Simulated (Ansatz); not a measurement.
**TiO2: single-point calculation**

TiO2 (I4₁/amd, 6 atoms in the cell), computed with DFT, PBE, plane waves, PAW, no spin polarisation (Ansatz 0.2.0).

The structure derives from a Materials Project entry. Some settings of this run were made unusual or wrong on purpose.

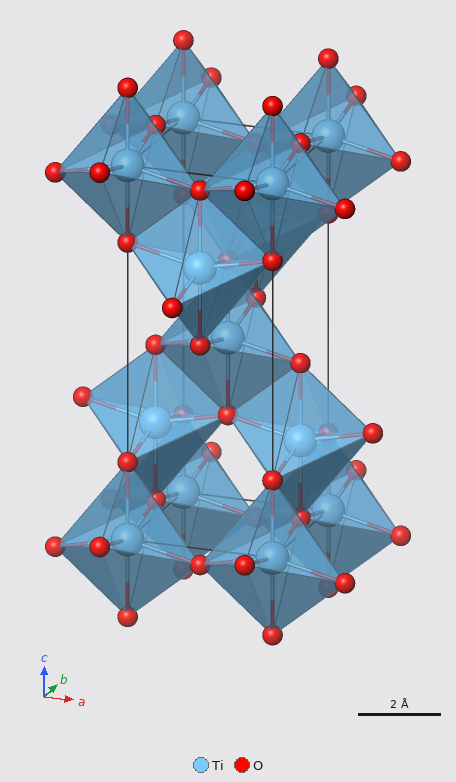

*The input geometry (polyhedral view of the cell 2 times as large as that of the calculation, set on its symmetry axes, seen at an oblique angle; polyhedra are completed across the faces of the cell). An atom can appear more than once, as a periodic image.*

### The input
```yaml
crystal:
  lattice:
    - [-1.8995999947, 1.8995999947, 4.8488731916]
    - [1.8995999947, -1.8995999947, 4.8488731916]
    - [1.8995999947, 1.8995999947, -4.8488731916]
  atoms:
    - { symbol: Ti, position: [0.0, 0.0, 0.0] }
    - { symbol: Ti, position: [0.75, 0.25, 0.5] }
    - { symbol: O, position: [0.9564814581, 0.4564814581, 0.5] }
    - { symbol: O, position: [0.2064814581, 0.2064814581, 0.0] }
    - { symbol: O, position: [0.5435185419, 0.0435185419, 0.5] }
    - { symbol: O, position: [0.7935185419, 0.7935185419, 0.0] }
basis:
  ecutwfc: 420
kpoints:
  mp_grid: { grid: [10, 10, 10] }
hamiltonian:
  xc: pbe
scf:
  occupations: { method: gaussian, width: 0.02 }
  mixing: { algorithm: broyden, beta: 1.0, ndim: 1, preconditioner: none }
  max_iter: 75
output:
  forces: true
  eigenvalues: true
  stress: true
```

Command:
```bash
ansatz run input.yaml --threads 8 --pin off --max-ram 20480MiB --backend cpu --events-out ev --progress --plain --runs-dir out
```

### Output
```
basis.fft_grid_basis auto: the FFT boxes are laid along the combinations [[1, 0, 1], [0, 1, 1], [0, 0, 1]] of the cell's own vectors, 3.799, 3.799 and 5.543 Å long. The dense box has 27×27×40 points. Along the cell's own vectors, as sized, it would have 40×40×40, 2.19 times as many. Of the 16 symmetry operations that the crystal satisfies within crystal.symmetry.tolerance (time reversal apart; of a slab, those that keep its plane) the dense box along the cell's own vectors carries 16, and the one as laid loses 14 of those. basis.fft_grid_basis: typed keeps the cell's own vectors: state it where this run's energies or levels are differenced outside the engine with another run's, or held beside a run that keeps those vectors.
Engine: ansatz 0.2.0, aarch64-unknown-linux-gnu
Pseudopotentials: kind: paw
Pseudopotential: Ti, paw, valence charge 12, recommended cutoff 420 eV (normal), Ti.paw.azcp
Pseudopotential: O, paw, valence charge 6, recommended cutoff 420 eV (normal), O.paw.azcp
Functional definition: PBE
  parameter kappa = 0.804
  parameter beta = 0.06672455060314922
  exchange = pbe_x(kappa = kappa, mu = beta*pi^2/3)
  correlation = pbe_c(beta = beta)
Crystal: 6 atoms, lattice volume = 69.988 Å³
Basis set: ecut = 420 eV, 1365 PW (Γ), FFT grids on a1+a3, a2+a3, a3, exchange–correlation on 54×54×80 points (8 copies of the dense FFT grid, shifted against one another)
Bands: 30, of which v1, the nominal top of the filled ones, is band 24 counted from 1 (23 counted from 0)
Symmetry: 16 space group operations
Space group: I41/amd (ITA 141), of the structure as read, at distance tolerance 4.1e-5 Å
k-points: 102 of 1000
Non-local potential: Ti, projectors of the file, l = 0: 3, l = 1: 2, l = 2: 3, l = 3: 1
Non-local potential: O, projectors of the file, l = 0: 2, l = 1: 2, l = 2: 1
PAW form: soft (Blöchl's): semilocal exchange-correlation on the pseudo side does not see the compensation charge
PAW one-centre angular grid: Ti, 590 points (default); XC on 64 Gauss nodes
PAW one-centre angular grid: O, 110 points (default); XC on 64 Gauss nodes
Initial density: superposition of atomic densities (neutral atoms: chi_scale 0, normalization atom), corrected by the library's trained network
Initial wavefunctions: pseudopotential atomic-orbital guess
Functional: x = pbe(κ = 0.804, μ = 0.2195149727645171), c = pbe(β = 0.06672455060314922)
SCF iter   1: F=—  HF=-7277.497745 eV  |F-HF|=—  |Δ(HF+E_count)|=         —  Δρ=3.23e-3  dr2=2.13e-3  ethr=1.77e-3  ⟨swp⟩=5.4  Hψ=12696  notcnv=0
SCF iter   2: F=—  HF=-7277.501148 eV  |F-HF|=—  |Δ(HF+E_count)|=   3.40e-3  Δρ=3.11e-3  dr2=6.76e-3  ethr=4.43e-6  ⟨swp⟩=2.1  Hψ=6707  notcnv=0  defer=174  κ⁻¹=1.0e0(r=1)
SCF iter   3: F=—  HF=-7277.500386 eV  |F-HF|=—  |Δ(HF+E_count)|=   7.62e-4  Δρ=1.96e-3  dr2=2.75e-3  ethr=4.43e-6  ⟨swp⟩=2.0  Hψ=5562  notcnv=0  defer=174  κ⁻¹=1.0e0(r=1)
SCF iter   4: F=—  HF=-7277.499885 eV  |F-HF|=—  |Δ(HF+E_count)|=   5.01e-4  Δρ=1.92e-4  dr2=1.63e-5  ethr=4.43e-6  ⟨swp⟩=2.0  Hψ=4547  notcnv=0  defer=72  κ⁻¹=1.0e0(r=1)
automatic band count: iteration 4 solves 29 bands in place of 30: the levels show a gap, and the empty bands left out lie too high to hold charge; the band table lists the bands solved (type scf.n_extra_bands for more)
SCF iter   5: F=—  HF=-7277.499886 eV  |F-HF|=—  |Δ(HF+E_count)|=   1.25e-6  Δρ=1.55e-4  dr2=1.59e-5  ethr=3.39e-8  ⟨swp⟩=2.3  Hψ=5127  notcnv=0  defer=72  κ⁻¹=1.0e0(r=1)
SCF iter   6: F=—  HF=-7277.499889 eV  |F-HF|=—  |Δ(HF+E_count)|=   3.50e-6  Δρ=2.45e-4  dr2=4.35e-5  ethr=3.32e-8  ⟨swp⟩=2.1  Hψ=4907  notcnv=0  defer=72  κ⁻¹=1.0e0(r=1)
SCF iter   7: F=—  HF=-7277.499882 eV  |F-HF|=—  |Δ(HF+E_count)|=   7.34e-6  Δρ=6.23e-5  dr2=2.22e-6  ethr=3.32e-8  ⟨swp⟩=2.0  Hψ=4518  notcnv=0  defer=72  κ⁻¹=1.0e0(r=1)
SCF iter   8: F=—  HF=-7277.499882 eV  |F-HF|=—  |Δ(HF+E_count)|=   5.07e-7  Δρ=2.65e-5  dr2=5.36e-7  ethr=4.62e-9  ⟨swp⟩=2.0  Hψ=4518  notcnv=0  defer=72  κ⁻¹=1.0e0(r=1)
SCF iter   9: F=—  HF=-7277.499883 eV  |F-HF|=—  |Δ(HF+E_count)|=   1.21e-6  Δρ=9.96e-5  dr2=7.42e-6  ethr=1.12e-9  ⟨swp⟩=2.6  Hψ=5429  notcnv=0  defer=72  κ⁻¹=1.0e0(r=1)
SCF iter  10: F=—  HF=-7277.499882 eV  |F-HF|=—  |Δ(HF+E_count)|=   1.34e-6  Δρ=1.43e-5  dr2=1.10e-7  ethr=1.12e-9  ⟨swp⟩=2.3  Hψ=5375  notcnv=0  defer=72  κ⁻¹=1.0e0(r=1)
SCF iter  11: F=-7277.499881 eV  HF=-7277.499881 eV  |F-HF|=2.31e-8  |Δ(HF+E_count)|=   2.14e-8  Δρ=6.79e-6  dr2=2.73e-8  ethr=2.08e-10  ⟨swp⟩=6.6  Hψ=10850  notcnv=0
SCF 1 converged in 11 iterations: F = -7277.499881 eV  dr2 = 2.73e-8
  greatest PAW one-centre occupation: 0.999 electrons in one spin orbital (limit 2), on the Ti atom at site 1 (counted from 0), in its partial waves of l = 0
```

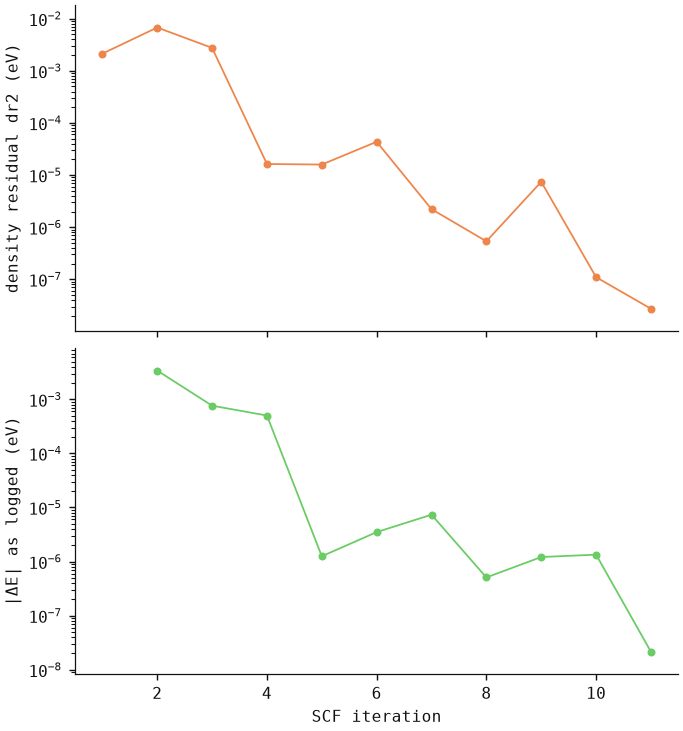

*Convergence of the self-consistent field: density residual dr2 and size of the energy change against the SCF iteration.*

The residual falls unevenly and jumps up by a factor of two or more 3 times on the way down.

```
SCF converged after 11 iterations
Stability not checked: this state was not tested for a lower state beside it, because the mixer in use, unlike msr1, does not test its closes by its own steps (another_mixer; see scf.mixing.algorithm and scf.lower_state_search)
Free energy (F): -7277.499881 eV
Harris-Foulkes:  -7277.499881 eV  (|F-HF|=2.31e-8)
Internal energy: -7277.499881 eV  (E = F + TS)
E sigma→0 (E₀):  -7277.499881 eV
Fermi energy:    8.031692 eV
--- Per-component energies (eV) ---
  E_band       = -471.282819
  E_kinetic    = 1244.867384
  E_local      = -3616.085962  (includes V_loc(G=0)·N_el)
  E_nonlocal   = 196.373671
  E_hartree    = 1401.059283
  E_xc         = -492.101531
  E_vxc        = -623.122908  (∫ρ·V_xc dr)
  E_paw        = -2721.734673  (= ΣΔE_a)
  E_vpaw       = -475.434101  (= ΣTr[D̂ρ^β])
  E_aug_tail   = 0.010155  (compensation charges beyond the density's cutoff)
  E_ewald      = -3289.888207
  E_smearing   = -0.000000  (= −TS)
  E_closure    = 0.000000  (closes the sum)
  Σ components = -7277.499881   (vs F -7277.499881, Δ=0.00e0)
--- Forces (eV/Å), atoms counted from 1 ---
  atom   1  Ti    -0.00000000    -0.00000000     0.00000000
  atom   2  Ti    -0.00000000    -0.00000000     0.00000000
  atom   3  O      0.00000000     0.00000000     0.00111818
  atom   4  O     -0.00000000     0.00000000     0.00111818
  atom   5  O      0.00000000     0.00000000    -0.00111818
  atom   6  O      0.00000000    -0.00000000    -0.00111818
  max |Σ_I F_I| component: 7.59e-19 eV/Å
--- Stress (GPa, compression-positive) ---
       -0.006792       0.000000       0.000000
        0.000000      -0.006792       0.000000
       -0.000000      -0.000000       0.041642
  P = ⅓ Tr σ = 0.0094 GPa (0.094 kbar)
--- Band table (eV; the first three rows and the last of 102) ---
  k-point 0: bands = ["-49.4290", "-49.3772", "-25.8694", "-25.6529", "-25.6529", "-25.5908", "-25.5908", "-25.5142", "-10.5819", "-9.5621", "-9.4886", "-9.1079", "3.0920", "3.1958", "3.1958", "3.5991", "4.9838", "4.9838", "5.0110", "6.1819", "6.1819", "6.1905", "6.5541", "6.5541", "9.0992", "9.7674", "10.9559", "10.9559", "10.9614"]
  k-point 1: bands = ["-49.4273", "-49.3781", "-25.8682", "-25.6693", "-25.6586", "-25.6002", "-25.5912", "-25.5113", "-10.4897", "-9.5074", "-9.4499", "-9.0840", "2.9967", "3.0802", "3.0862", "3.6136", "4.7908", "5.0727", "5.1207", "5.9630", "5.9820", "6.0954", "6.2369", "6.6691", "9.5076", "9.8300", "10.5329", "10.7376", "10.7944"]
  k-point 2: bands = ["-49.4227", "-49.3808", "-25.8650", "-25.7090", "-25.6731", "-25.6246", "-25.5901", "-25.5093", "-10.2352", "-9.3699", "-9.3437", "-9.0234", "2.6288", "2.8477", "3.0394", "3.7096", "4.3878", "4.8722", "5.0806", "5.3416", "5.4058", "5.8482", "6.3822", "6.7738", "9.8653", "10.0887", "10.2569", "10.5611", "10.6012"]
  k-point 101: bands = ["-49.4031", "-49.4031", "-25.6946", "-25.6946", "-25.6733", "-25.6733", "-25.5701", "-25.5701", "-10.0369", "-10.0369", "-9.3556", "-9.3556", "3.2734", "3.2734", "3.3445", "3.3445", "5.0052", "5.0052", "5.6445", "5.6445", "5.7407", "5.7407", "6.8728", "6.8728", "9.4225", "9.4225", "10.6838", "10.6838", "11.2431"]
```

### Outcome

- outcome: converged
- space group (tolerance 0.01 Å): I4₁/amd (141)
- electrons treated: 48
- free energy: −7277.4999 eV
- Fermi energy: 8.032 eV
- gap on the k-point mesh: 2.14 eV
- pressure: 0.01 GPa
- largest force (length of the vector): 0.001 eV/Å
- hardware: 8 threads of Arm Neoverse V1, 24 GiB of memory available, shared host
- wall time: 2.2 s (CPU time 16 s)
- peak memory: 0.52 GiB

### Notes

A setting was made wrong on purpose: mixing far too strong (`scf.mixing`). It did no harm here: the run converged to the energy of the sound run within 1 meV per atom.
